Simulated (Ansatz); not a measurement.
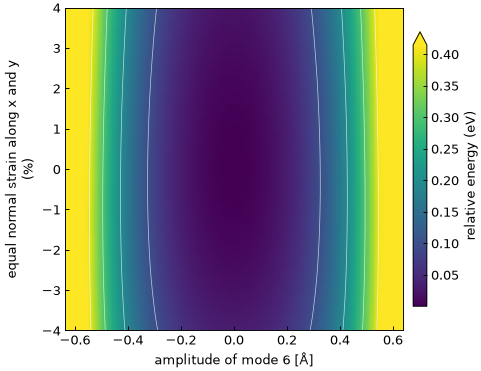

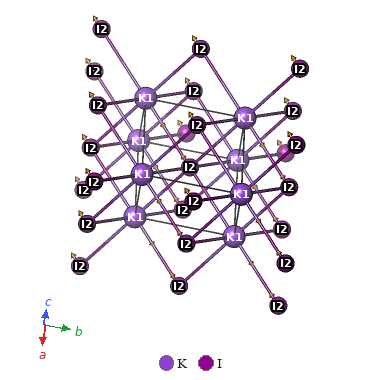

Energy landscape of KI (Fm-3m, No. 225; 2 atoms in the cell). 
- The energy is mapped over a normal mode and a strain (zone-centre modes of the 2-atom cell of this scan) (x, y and z along the cube axes).
- The first coordinate is: amplitude of mode 6 (89 cm⁻¹), largest displacement in the unstrained cell; the second: equal normal strain along x and y.
- Nothing is relaxed (the pattern is fixed in fractional coordinates).
- Grid: 11 × 7 points; 42 points were computed and 35 follow by symmetry.
- Points are written as (first, second).
- Energies are in eV per cell, from the lowest grid point.
- The calculation used DFT PBE, scalar-relativistic, plane waves, PAW in Ansatz. Settings: cutoff 420 eV, k-mesh 6×6×6, gaussian smearing 0.05 eV, no spin polarisation.

In the figure: a smooth colour map with a few white contour lines, one colour for all values above the top of the scale. Between grid points the surface is interpolated. The second picture is the structure at the lowest point

What does the map say about the system?

The lowest grid point is at (0.000 Å, 0.00 %). No other kind of well shows on this grid. The highest grid point, (−0.638 Å, 4.00 %), lies 0.69 eV above the lowest. The gap on the k-mesh is 3.9 eV at the lowest point and runs from 3.7 to 4.1 eV over the map.

Each point was launched as `ansatz run input.yaml --threads 1 --pin off --max-ram 2048MiB --backend cpu --events-out ev --progress --plain --runs-dir out`. The whole map (42 points run) took 85 s on 1 thread of Intel(R) Xeon(R) 6975P-C (Granite Rapids) (shared host).
